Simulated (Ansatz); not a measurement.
```xyz
8
Lattice="4.6893 0.0000 0.0000 0.0000 3.4268 0.0000 -0.8606 0.0000 5.0594" Properties=species:S:1:pos:R:3 pbc="T T T"
Cu    0.7420    2.5811    2.5297
Cu    3.0867    0.8677    2.5297
Cu    1.1723    0.8457    0.0000
Cu    3.5170    2.5591    0.0000
O     1.6421    0.2841    3.8133
O     3.9868    1.9975    3.8133
O     2.0724    3.1427    1.2836
O     4.4171    1.4293    1.2836
```

Space group Cc; not relaxed (largest force 0.8 eV/Å); computed pressure about −3 GPa in this cell.

Level of theory: Kohn-Sham DFT of a periodic cell, PBEsol, all-electron PAW datasets made for the crystal in Ansatz 0.2.0.

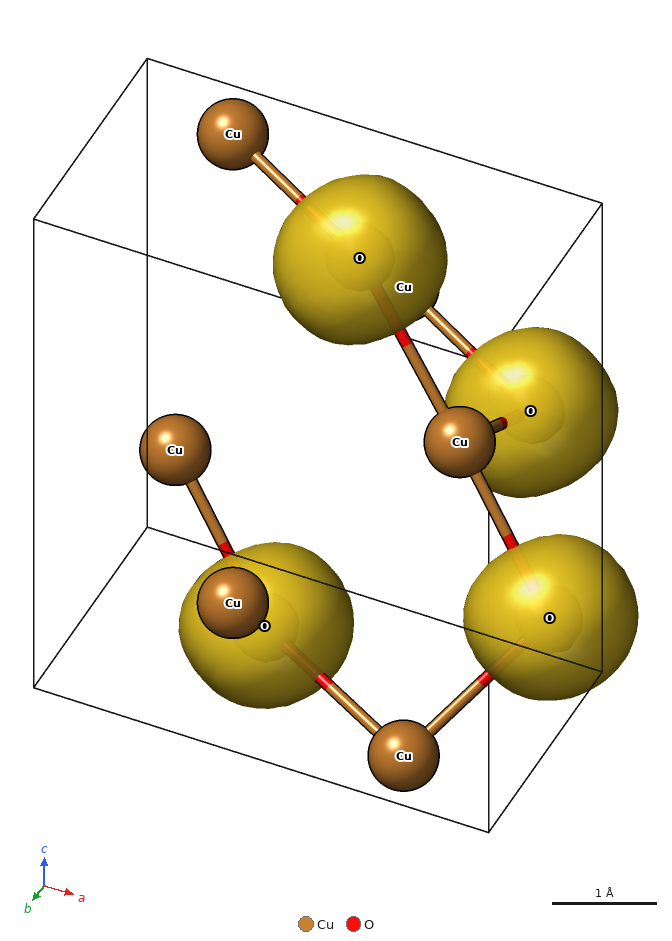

CuO. Isosurface of the electron localisation function at 0.65 (yellow), seen at an oblique angle. Core shells are left out. Sticks mark near contacts.

Where are the electrons localised?

Answer. The surface consists of four regions wrapped around O (the valence shell of each), counted in one cell of 8 atoms. Any copies at cell faces, edges or corners count once. Profiles from the grid: Cu–O (1.91 Å): the ELF peaks at about 0.80 in the valence shell of O, 0.6 Å from its nucleus, and is about 0.25 at the midpoint: no localised pair shows between them. Cu–O (1.98 Å): the ELF peaks at about 0.85 in the valence shell of O, 0.6 Å from its nucleus, and is about 0.25 at the midpoint: no shared electron pair shows on this line.
